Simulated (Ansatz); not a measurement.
# Σ5 (210) boundary in bcc Ta with Cu (substitutional): structure and resistance

How much does the Σ5 (210) boundary in bcc Ta with Cu (substitutional) reflect electrons?

Program: Ansatz 0.2.0. Level of theory: Ansatz plane-wave DFT, PBE, PAW files; relaxation of a bicrystal slab with its lowest layers held, in the first sound run; inputs show where later runs differ. Results are calculated unless marked as measured.

### 1. The starting structure

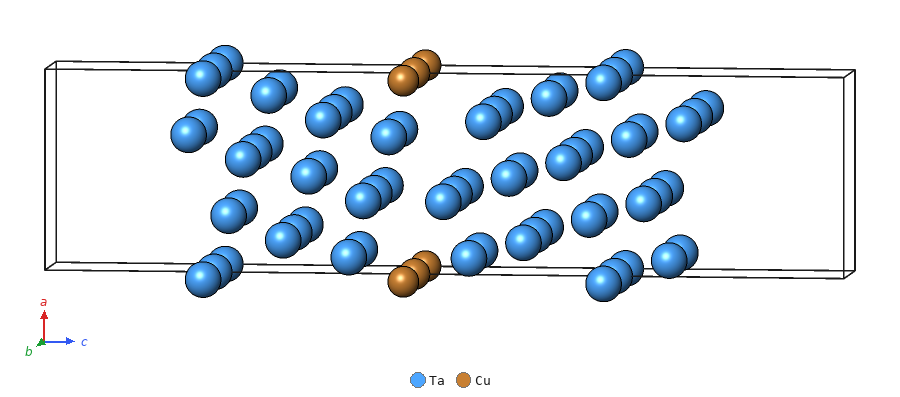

Start, viewed from the side, with the c axis across the page; tantalum blue, copper orange. 1×2×1 cells are drawn. Some periodic images of atoms are drawn too.

The cell holds 25 atoms: 24 Ta and 1 Cu. Cell: a = 7.385 Å, b = 3.303 Å, c = 29.462 Å, α = 90.0°, β = 90.0°, γ = 90.0°. It derives from Ta. built on the (2 1 0) plane; 2 overlapping atoms removed and the grains opened by 0 Å. Vacuum lies along c.

### 2. Relaxing the bicrystal

The boundary is built by mirroring the lower grain in the boundary plane and removing any atoms that overlap; then the Cu is put in at the boundary. A thin bicrystal slab is relaxed first, with the lowest layers held and the upper grain free to shift and open.

Input file input.yaml:

```yaml
crystal:
  lattice:
    - [7.3847486598, 0.0, 0.0]
    - [0.0, 3.30256, 0.0]
    - [0.0, 0.0, 29.46187165]
  atoms:
    - { symbol: Ta, position: [0.7000000001, 0.5, 0.1697108744] }
    - { symbol: Ta, position: [1.0e-10, 0.0, 0.1947763175] }
    - { symbol: Ta, position: [0.3, 0.5, 0.2198417605] }
    - { symbol: Ta, position: [0.6, 0.0, 0.2449072036] }
    - { symbol: Ta, position: [0.9, 0.5, 0.2699726466] }
    - { symbol: Ta, position: [0.2, 0.0, 0.2950380897] }
    - { symbol: Ta, position: [0.5, 0.5, 0.3201035327] }
    - { symbol: Ta, position: [0.8, 0.0, 0.3451689758] }
    - { symbol: Ta, position: [0.1, 0.5, 0.3702344188] }
    - { symbol: Ta, position: [0.4, 0.0, 0.3952998619] }
    - { symbol: Ta, position: [0.7, 0.5, 0.4203653049] }
    - { symbol: Cu, position: [0.0, 0.0, 0.445430748] }
    - { symbol: Ta, position: [0.4, 0.0, 0.4955616341] }
    - { symbol: Ta, position: [0.1, 0.5, 0.5206270771] }
    - { symbol: Ta, position: [0.8, 0.0, 0.5456925202] }
    - { symbol: Ta, position: [0.5, 0.5, 0.5707579632] }
    - { symbol: Ta, position: [0.2, 0.0, 0.5958234063] }
    - { symbol: Ta, position: [0.9, 0.5, 0.6208888493] }
    - { symbol: Ta, position: [0.6, 0.0, 0.6459542924] }
    - { symbol: Ta, position: [0.3, 0.5, 0.6710197354] }
    - { symbol: Ta, position: [1.0e-10, 0.0, 0.6960851785] }
    - { symbol: Ta, position: [0.7000000001, 0.5, 0.7211506215] }
    - { symbol: Ta, position: [0.4000000001, 0.0, 0.7462160646] }
    - { symbol: Ta, position: [0.1000000001, 0.5, 0.7712815076] }
    - { symbol: Ta, position: [0.8000000001, 0.0, 0.7963469507] }
kpoints:
  mp_grid: { grid: [3, 7, 1] }
hamiltonian:
  xc: pbe
scf:
  occupations: { method: fermi_dirac, width: 0.1 }
relax:
  f_tol: 0.03
  max_steps: 80
  constraints: [{ sites: [0, 1, 2, 3, 4] }]
```

Launch:

```console
$ ansatz run input.yaml --threads 4 --pin off --max-ram 15360MiB --backend cpu --events-out ev --progress --plain --runs-dir out
```

Numbers of over 12 decimals in the logs are rounded to 6 here.

Log:

```text
Engine: ansatz 0.2.0, aarch64-unknown-linux-gnu
Pseudopotentials: kind: paw
Pseudopotential: Ta, paw, valence charge 13, recommended cutoff 420 eV (normal), Ta.paw.azcp
Pseudopotential: Cu, paw, valence charge 19, recommended cutoff 420 eV (normal), Cu.paw.azcp
Functional definition: PBE
  parameter kappa = 0.804
  parameter beta = 0.066725
  exchange = pbe_x(kappa = kappa, mu = beta*pi^2/3)
  correlation = pbe_c(beta = beta)
Crystal: 25 atoms, lattice volume = 718.533 Å³
Basis set: ecut = 420 eV, 14181 PW (Γ), exchange–correlation on 100×48×400 points (8 copies of the dense FFT grid, shifted against one another)
Bands: 199, of which v1, the nominal top of the filled ones, is band 166 counted from 1 (165 counted from 0)
Symmetry: 2 space group operations
Space group: Pm (ITA 6), of the structure as read, at distance tolerance 9.0e-5 Å
k-points: 8 of 21 (time reversal used)
Non-local potential: Ta, projectors of the file, l = 0: 3, l = 1: 2, l = 2: 2, l = 3: 1
Non-local potential: Cu, projectors of the file, l = 0: 3, l = 1: 2, l = 2: 3, l = 3: 1
PAW form: soft (Blöchl's): semilocal exchange-correlation on the pseudo side does not see the compensation charge
PAW one-centre angular grid: Ta, 590 points (default); XC on 64 Gauss nodes
PAW one-centre angular grid: Cu, 590 points (default); XC on 64 Gauss nodes
Initial density: superposition of atomic densities (neutral atoms: chi_scale 0, normalization atom), corrected by the library's trained network
Initial wavefunctions: pseudopotential atomic-orbital guess
Functional: x = pbe(κ = 0.804, μ = 0.219515), c = pbe(β = 0.066725)
SCF iter   1: F=—  HF=-244988.382000 eV  |F-HF|=—  |Δ(HF+E_count)|=         —  Δρ=6.77e-3  dr2=1.12e1  ethr=1.77e-3  ⟨swp⟩=9.4  Hψ=7415  notcnv=0  defer=2
preconditioner: auto → LDOS  [metal: Δε(μ)=0.006 eV  Ē_g=3.748 eV  σ=0.100 eV  W_gap=0.02  n_scr=164 (ndim 8)  ℏωp=15.9 eV  f_vac=0.288  D(μ)=29.85/eV (n_scr^D=276)  β→1.0]
SCF iter   2: F=—  HF=-244988.206658 eV  |F-HF|=—  |Δ(HF+E_count)|=   1.75e-1  Δρ=3.09e-3  dr2=1.57e-1  ethr=1.77e-3  ⟨swp⟩=2.4  Hψ=1972  notcnv=0  defer=3
SCF iter   3: F=—  HF=-244988.212905 eV  |F-HF|=—  |Δ(HF+E_count)|=   6.25e-3  Δρ=4.75e-3  dr2=1.18e-1  ethr=4.75e-5  ⟨swp⟩=2.2  Hψ=3194  notcnv=0  defer=6
SCF iter   4: F=—  HF=-244988.197701 eV  |F-HF|=—  |Δ(HF+E_count)|=   1.52e-2  Δρ=1.16e-3  dr2=8.08e-3  ethr=3.58e-5  ⟨swp⟩=2.0  Hψ=2897  notcnv=0  defer=6
SCF iter   5: F=—  HF=-244988.195875 eV  |F-HF|=—  |Δ(HF+E_count)|=   1.83e-3  Δρ=1.66e-4  dr2=2.92e-4  ethr=2.44e-6  ⟨swp⟩=2.4  Hψ=3112  notcnv=0  defer=5
SCF iter   6: F=—  HF=-244988.195961 eV  |F-HF|=—  |Δ(HF+E_count)|=   8.52e-5  Δρ=7.51e-5  dr2=6.22e-5  ethr=8.83e-8  ⟨swp⟩=2.2  Hψ=2190  notcnv=0  defer=5
SCF iter   7: F=-244988.195975 eV  HF=-244988.195976 eV  |F-HF|=8.14e-7  |Δ(HF+E_count)|=   1.50e-5  Δρ=1.71e-5  dr2=4.30e-6  ethr=6.80e-9  ⟨swp⟩=5.1  Hψ=5560  notcnv=0
SCF 1 converged in 7 iterations: F = -244988.195975 eV  dr2 = 4.30e-6
  greatest PAW one-centre occupation: 1.000 electrons in one spin orbital (limit 2), on the Cu atom at site 11 (counted from 0), in its partial waves of l = 0
relax step   1: F+E_penalty+E_count = -244988.19597484 eV  Δ(F+E_penalty+E_count) = +0.000e0 eV  max|allowed force component| = 1.682e0 eV/Å  Δτ_max = 0.0000 Å  (7 SCF iters, dr2 threshold 2.25e-5 eV, accepted)
Initial density: handed on by an earlier stage of this run
Initial wavefunctions: those handed on with the density
SCF iter   1: F=—  HF=-244989.365263 eV  |F-HF|=—  |Δ(HF+E_count)|=         —  Δρ=1.25e-2  dr2=1.09e1  ethr=3.10e-3  ⟨swp⟩=5.9  Hψ=3439  notcnv=0  defer=8
preconditioner: auto → LDOS  [metal: Δε(μ)=0.016 eV  Ē_g=3.757 eV  σ=0.100 eV  W_gap=0.04  n_scr=164 (ndim 8)  ℏωp=15.9 eV  f_vac=0.292  D(μ)=31.35/eV (n_scr^D=290)  β→1.0]
SCF iter   2: F=—  HF=-244988.922865 eV  |F-HF|=—  |Δ(HF+E_count)|=   4.42e-1  Δρ=6.58e-3  dr2=5.86e-1  ethr=3.10e-3  ⟨swp⟩=3.0  Hψ=2177  notcnv=0  defer=7
SCF iter   3: F=—  HF=-244988.946006 eV  |F-HF|=—  |Δ(HF+E_count)|=   2.31e-2  Δρ=1.09e-2  dr2=6.93e-1  ethr=1.77e-4  ⟨swp⟩=2.8  Hψ=3176  notcnv=0  defer=7
SCF iter   4: F=—  HF=-244988.867143 eV  |F-HF|=—  |Δ(HF+E_count)|=   7.89e-2  Δρ=4.82e-3  dr2=1.20e-1  ethr=1.77e-4  ⟨swp⟩=2.4  Hψ=3417  notcnv=0  defer=7
SCF iter   5: F=—  HF=-244988.848115 eV  |F-HF|=—  |Δ(HF+E_count)|=   1.90e-2  Δρ=3.19e-4  dr2=1.75e-3  ethr=3.61e-5  ⟨swp⟩=2.0  Hψ=2811  notcnv=0  defer=7
SCF iter   6: F=—  HF=-244988.847036 eV  |F-HF|=—  |Δ(HF+E_count)|=   1.08e-3  Δρ=1.49e-4  dr2=1.83e-4  ethr=5.30e-7  ⟨swp⟩=2.4  Hψ=2161  notcnv=0  defer=7
SCF iter   7: F=-244988.847045 eV  HF=-244988.847057 eV  |F-HF|=1.14e-5  |Δ(HF+E_count)|=   2.05e-5  Δρ=3.51e-5  dr2=1.59e-5  ethr=3.02e-8  ⟨swp⟩=3.1  Hψ=5706  notcnv=0
SCF 2 converged in 7 iterations: F = -244988.847045 eV  dr2 = 1.59e-5
relax step   2: F+E_penalty+E_count = -244988.84704519 eV  Δ(F+E_penalty+E_count) = -6.511e-1 eV  max|allowed force component| = 8.060e-1 eV/Å  Δτ_max = 0.1948 Å  (7 SCF iters, dr2 threshold 1.00e-4 eV, accepted)
SCF iter   1: F=—  HF=-244989.650066 eV  |F-HF|=—  |Δ(HF+E_count)|=         —  Δρ=1.25e-2  dr2=2.06e1  ethr=3.10e-3  ⟨swp⟩=5.6  Hψ=4071  notcnv=0  defer=5
preconditioner: auto → LDOS  [metal: Δε(μ)=0.019 eV  Ē_g=3.796 eV  σ=0.100 eV  W_gap=0.05  n_scr=164 (ndim 8)  ℏωp=15.9 eV  f_vac=0.296  D(μ)=30.44/eV (n_scr^D=288)  β→1.0]
SCF iter   2: F=—  HF=-244989.313001 eV  |F-HF|=—  |Δ(HF+E_count)|=   3.37e-1  Δρ=5.42e-3  dr2=5.00e-1  ethr=3.10e-3  ⟨swp⟩=1.5  Hψ=1849  notcnv=0  defer=8
SCF iter   3: F=—  HF=-244989.400180 eV  |F-HF|=—  |Δ(HF+E_count)|=   8.72e-2  Δρ=1.33e-2  dr2=8.95e-1  ethr=1.51e-4  ⟨swp⟩=2.0  Hψ=3166  notcnv=0  defer=9
SCF iter   4: F=—  HF=-244989.284050 eV  |F-HF|=—  |Δ(HF+E_count)|=   1.16e-1  Δρ=3.71e-3  dr2=7.25e-2  ethr=1.51e-4  ⟨swp⟩=2.0  Hψ=3415  notcnv=0  defer=9
SCF iter   5: F=—  HF=-244989.272735 eV  |F-HF|=—  |Δ(HF+E_count)|=   1.13e-2  Δρ=2.48e-4  dr2=8.38e-4  ethr=2.19e-5  ⟨swp⟩=2.1  Hψ=2870  notcnv=0  defer=9
SCF iter   6: F=—  HF=-244989.271622 eV  |F-HF|=—  |Δ(HF+E_count)|=   1.11e-3  Δρ=1.47e-4  dr2=2.46e-4  ethr=2.53e-7  ⟨swp⟩=3.0  Hψ=2493  notcnv=0  defer=9
SCF iter   7: F=-244989.271608 eV  HF=-244989.271627 eV  |F-HF|=1.96e-5  |Δ(HF+E_count)|=   5.28e-6  Δρ=5.42e-5  dr2=2.98e-5  ethr=1.23e-8  ⟨swp⟩=3.4  Hψ=5927  notcnv=0
SCF 3 converged in 7 iterations: F = -244989.271608 eV  dr2 = 2.98e-5
relax step   3: F+E_penalty+E_count = -244989.27160783 eV  Δ(F+E_penalty+E_count) = -4.246e-1 eV  max|allowed force component| = 4.619e-1 eV/Å  Δτ_max = 0.1944 Å  (7 SCF iters, dr2 threshold 4.06e-5 eV, accepted)
[... from here on, the SCF cycles and remarks between the steps are left out ...]
relax step   4: F+E_penalty+E_count = -244989.57050754 eV  Δ(F+E_penalty+E_count) = -2.989e-1 eV  max|allowed force component| = 2.786e-1 eV/Å  Δτ_max = 0.2000 Å  (8 SCF iters, dr2 threshold 4.90e-5 eV, accepted)
relax step   5: F+E_penalty+E_count = -244989.74278172 eV  Δ(F+E_penalty+E_count) = -1.723e-1 eV  max|allowed force component| = 2.488e-1 eV/Å  Δτ_max = 0.2000 Å  (8 SCF iters, dr2 threshold 2.55e-5 eV, accepted)
relax step   6: F+E_penalty+E_count = -244989.80520482 eV  Δ(F+E_penalty+E_count) = -6.242e-2 eV  max|allowed force component| = 1.461e-1 eV/Å  Δτ_max = 0.1946 Å  (8 SCF iters, dr2 threshold 2.25e-5 eV, accepted)
relax step   7: F+E_penalty+E_count = -244989.80577610 eV  Δ(F+E_penalty+E_count) = -5.713e-4 eV  max|allowed force component| = 1.561e-1 eV/Å  Δτ_max = 0.0826 Å  (7 SCF iters, dr2 threshold 7.37e-6 eV, accepted)
relax step   8: F+E_penalty+E_count = -244989.81290084 eV  Δ(F+E_penalty+E_count) = -7.125e-3 eV  max|allowed force component| = 5.798e-2 eV/Å  Δτ_max = 0.0272 Å  (6 SCF iters, dr2 threshold 8.41e-6 eV, accepted)
relax step   9: F+E_penalty+E_count = -244989.81634806 eV  Δ(F+E_penalty+E_count) = -3.447e-3 eV  max|allowed force component| = 7.872e-2 eV/Å  Δτ_max = 0.1199 Å  (10 SCF iters, accepted)
relax step  10: F+E_penalty+E_count = -244989.81884634 eV  Δ(F+E_penalty+E_count) = -2.498e-3 eV  max|allowed force component| = 3.180e-2 eV/Å  Δτ_max = 0.0318 Å  (9 SCF iters, accepted)
SCF iter   1: F=—  HF=-244989.825640 eV  |F-HF|=—  |Δ(HF+E_count)|=         —  Δρ=2.89e-3  dr2=1.03e-1  ethr=5.85e-4  ⟨swp⟩=4.4  Hψ=3134  notcnv=0  defer=11
preconditioner: auto → LDOS  [metal: Δε(μ)=0.014 eV  Ē_g=3.899 eV  σ=0.100 eV  W_gap=0.04  n_scr=164 (ndim 8)  ℏωp=15.9 eV  f_vac=0.315  D(μ)=29.17/eV (n_scr^D=272)  β→1.0]
SCF iter   2: F=—  HF=-244989.822738 eV  |F-HF|=—  |Δ(HF+E_count)|=   2.90e-3  Δρ=8.02e-4  dr2=5.65e-2  ethr=3.10e-5  ⟨swp⟩=2.0  Hψ=3116  notcnv=0  defer=11
SCF iter   3: F=—  HF=-244989.821103 eV  |F-HF|=—  |Δ(HF+E_count)|=   1.64e-3  Δρ=2.52e-4  dr2=5.21e-3  ethr=1.71e-5  ⟨swp⟩=1.2  Hψ=1583  notcnv=0  defer=11
SCF iter   4: F=—  HF=-244989.821218 eV  |F-HF|=—  |Δ(HF+E_count)|=   1.16e-4  Δρ=3.83e-4  dr2=9.94e-4  ethr=1.58e-6  ⟨swp⟩=2.0  Hψ=2107  notcnv=0  defer=11
SCF iter   5: F=—  HF=-244989.821113 eV  |F-HF|=—  |Δ(HF+E_count)|=   1.05e-4  Δρ=2.76e-4  dr2=3.49e-4  ethr=3.00e-7  ⟨swp⟩=2.0  Hψ=2967  notcnv=0  defer=11
SCF iter   6: F=—  HF=-244989.821076 eV  |F-HF|=—  |Δ(HF+E_count)|=   3.65e-5  Δρ=3.52e-5  dr2=1.52e-5  ethr=1.05e-7  ⟨swp⟩=2.0  Hψ=2872  notcnv=0  defer=11
SCF iter   7: F=—  HF=-244989.819994 eV  |F-HF|=—  |Δ(HF+E_count)|=   1.08e-3  Δρ=1.68e-5  dr2=2.05e-6  ethr=4.58e-9  ⟨swp⟩=2.0  Hψ=2051  notcnv=0  defer=11
SCF iter   8: F=—  HF=-244989.819994 eV  |F-HF|=—  |Δ(HF+E_count)|=   3.91e-7  Δρ=6.54e-6  dr2=2.95e-7  ethr=6.20e-10  ⟨swp⟩=2.2  Hψ=2948  notcnv=0  defer=11
SCF iter   9: F=-244989.819994 eV  HF=-244989.819994 eV  |F-HF|=8.60e-8  |Δ(HF+E_count)|=   1.43e-9  Δρ=3.83e-6  dr2=7.95e-8  ethr=3.02e-11  ⟨swp⟩=5.0  Hψ=5607  notcnv=0
SCF 11 converged in 9 iterations: F = -244989.819994 eV  dr2 = 7.95e-8
relax step  11: F+E_penalty+E_count = -244989.81999405 eV  Δ(F+E_penalty+E_count) = -1.148e-3 eV  max|allowed force component| = 2.740e-2 eV/Å  Δτ_max = 0.0487 Å  (9 SCF iters, accepted)
SCF converged after 9 iterations
Free energy (F): -244989.819994 eV
Harris-Foulkes:  -244989.819994 eV  (|F-HF|=8.60e-8)
Internal energy: -244988.858130 eV  (E = F + TS)
E sigma→0 (E₀):  -244989.339062 eV
Entropy (-TS):   -0.961864 eV (-38.475 meV/atom)
Fermi energy:    10.158123 eV
--- Per-component energies (eV) ---
  E_band       = -5681.642668
  E_kinetic    = 9056.146153
  E_local      = -301425.482173  (includes V_loc(G=0)·N_el)
  E_nonlocal   = 737.865661
  E_hartree    = 147044.282320
  E_xc         = -5318.122985
  E_vxc        = -4993.380762  (∫ρ·V_xc dr)
  E_paw        = -203171.975386  (= ΣΔE_a)
  E_vpaw       = -3145.303825  (= ΣTr[D̂ρ^β])
  E_aug_tail   = 0.003883  (compensation charges beyond the density's cutoff)
  E_ewald      = 108088.424396
  E_smearing   = -0.961864  (= −TS)
  E_closure    = 0.000000  (closes the sum)
  Σ components = -244989.819994   (vs F -244989.819994, Δ=0.00e0)
--- Forces (eV/Å), atoms counted from 1 ---
  atom   1  Ta     0.42330701    -0.00000000     1.72402018
  atom   2  Ta    -0.72124851     0.00000000    -0.17034633
  atom   3  Ta    -0.10168115     0.00000000    -0.29408235
  atom   4  Ta     0.42129616    -0.00000000    -1.09905249
  atom   5  Ta    -0.01202355     0.00000000    -0.18500789
  atom   6  Ta     0.00906637    -0.00000000     0.00296092
  atom   7  Ta     0.00343365    -0.00000000    -0.00818147
  atom   8  Ta     0.00753912     0.00000000     0.02588621
  atom   9  Ta     0.01550591    -0.00000000     0.01498627
  atom  10  Ta    -0.02622275     0.00000000     0.02360281
  atom  11  Ta    -0.00578747     0.00000000     0.00199523
  atom  12  Cu    -0.00964085     0.00000000    -0.01638256
  atom  13  Ta     0.02740329    -0.00000000    -0.01773032
  atom  14  Ta     0.00568023    -0.00000000     0.00467343
  atom  15  Ta    -0.01549370     0.00000000     0.00206202
  atom  16  Ta     0.00084947     0.00000000     0.00605665
  atom  17  Ta    -0.01281357     0.00000000    -0.00383884
  atom  18  Ta    -0.00363274    -0.00000000    -0.00271491
  atom  19  Ta     0.00709585    -0.00000000     0.00815566
  atom  20  Ta    -0.00025526    -0.00000000    -0.00463498
  atom  21  Ta    -0.00131456     0.00000000    -0.00449728
  atom  22  Ta    -0.00127354     0.00000000    -0.00044125
  atom  23  Ta     0.00292305    -0.00000000    -0.00208468
  atom  24  Ta    -0.00691662     0.00000000    -0.00690226
  atom  25  Ta    -0.00571972    -0.00000000     0.00149948
  max |Σ_I F_I| component: 7.61e-5 eV/Å
--- Relaxed structure (11 steps of the walk, 11 accepted, 0 SCFs on fresh bases) ---
  F+E_penalty+E_count = -244989.81999405 eV   max|allowed force component| = 2.740e-2 eV/Å
  atoms:
    - { symbol: Ta, position: [0.7000000001, 0.500000, 0.169711] }
    - { symbol: Ta, position: [9.999999999999999e-11, 0.0, 0.194776] }
    - { symbol: Ta, position: [0.3, 0.500000, 0.219842] }
    - { symbol: Ta, position: [0.6, 0.0, 0.244907] }
    - { symbol: Ta, position: [0.9, 0.500000, 0.269973] }
    - { symbol: Ta, position: [0.197310, 6.677270657773765e-19, 0.294166] }
    - { symbol: Ta, position: [0.503074, 0.500000, 0.318505] }
    - { symbol: Ta, position: [0.804777, -1.1858942277114099e-18, 0.349032] }
    - { symbol: Ta, position: [0.103481, 0.500000, 0.369814] }
    - { symbol: Ta, position: [0.415347, -3.810042619646621e-18, 0.388511] }
    - { symbol: Ta, position: [0.687749, 0.500000, 0.434756] }
    - { symbol: Cu, position: [-0.011821, 2.934555074398394e-18, 0.433858] }
    - { symbol: Ta, position: [0.369549, 7.559580164953276e-18, 0.476538] }
    - { symbol: Ta, position: [0.073183, 0.500000, 0.499821] }
    - { symbol: Ta, position: [0.777114, 5.681451300725202e-18, 0.519219] }
    - { symbol: Ta, position: [0.480783, 0.500000, 0.547357] }
    - { symbol: Ta, position: [0.179922, 4.984556151109357e-18, 0.573711] }
    - { symbol: Ta, position: [0.876914, 0.500000, 0.596067] }
    - { symbol: Ta, position: [0.573114, 6.67448372958392e-18, 0.622140] }
    - { symbol: Ta, position: [0.272936, 0.500000, 0.650266] }
    - { symbol: Ta, position: [-0.026602, 6.603982516750535e-18, 0.674019] }
    - { symbol: Ta, position: [0.671076, 0.500000, 0.697330] }
    - { symbol: Ta, position: [0.364455, 8.82410715880752e-18, 0.725146] }
    - { symbol: Ta, position: [0.063047, 0.500000, 0.748306] }
    - { symbol: Ta, position: [0.767243, 8.132111020399568e-18, 0.765226] }
```

It took 6.1 min on 4 threads of Arm Neoverse V2, shared host; peak memory 3 GiB.

Relaxation path:

```tsv
step	energy less that of the first step (eV)	largest force component (eV/Å)
1	0.0000	1.6816
2	-0.6511	0.8060
3	-1.0756	0.4619
4	-1.3745	0.2786
5	-1.5468	0.2488
6	-1.6092	0.1461
7	-1.6098	0.1561
8	-1.6169	0.0580
9	-1.6204	0.0787
10	-1.6229	0.0318
11	-1.6240	0.0274
```

The run keeps the 2 symmetry operations that it works with, so distortions that break them were not tested.

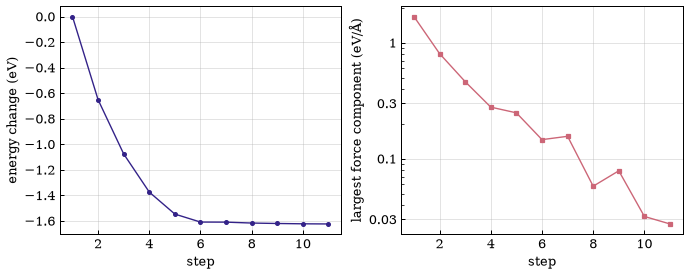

Energy and largest force along the relaxation.

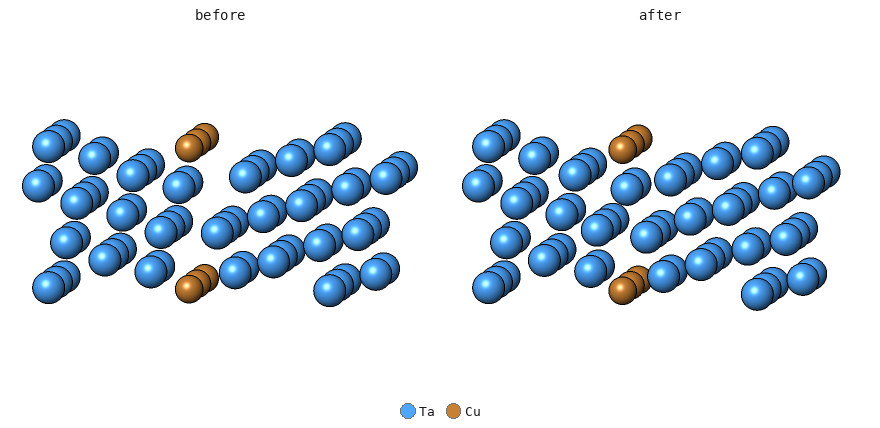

Before and after, at one scale.

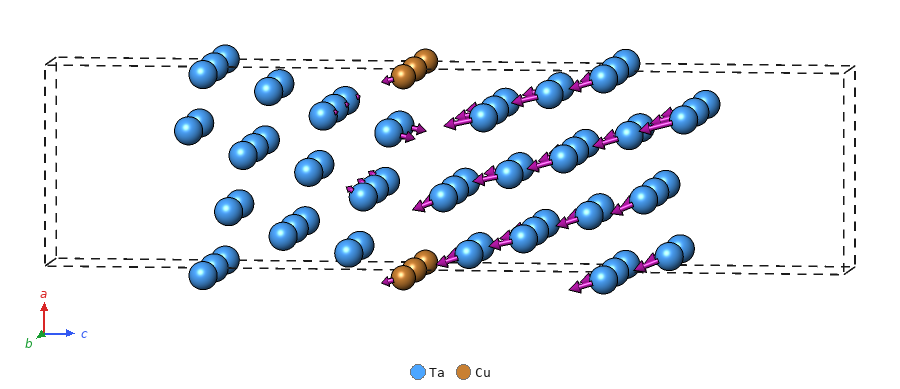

Displacements in the relaxation, exaggerated; the longest in the cell stands for 0.95 Å. 1×2×1 cells are drawn. Some periodic images of atoms are drawn too.

The atoms that moved most (Å):

```tsv
atom	dx	dy	dz	length
Ta25	-0.242	0.000	-0.917	0.948
Ta15	-0.169	0.000	-0.780	0.798
Ta18	-0.170	0.000	-0.731	0.751
Ta22	-0.214	0.000	-0.702	0.734
Ta24	-0.273	0.000	-0.677	0.730
Ta19	-0.199	0.000	-0.702	0.729
Ta16	-0.142	0.000	-0.689	0.704
Ta21	-0.196	0.000	-0.650	0.679
```

This step gave:

```
free energy             : -244989.8200 eV
energy at zero smearing : -244989.3391 eV
Fermi energy            : 10.16 eV
```

The largest force component on a free atom ends at 0.027 eV/Å, under the tolerance of 0.03, after 11 steps.

(Continued in part 2 of 2.)

[Logs are printed without paths, hosts, clocks, repeated set-up lines and the standing remarks that a program may print on its own settings, such as how far it seeks lower states.]

[Hosts, paths, dates, database ids (printed as entryN), source tags and the programs' standing remarks are cut or masked in the printed files.]
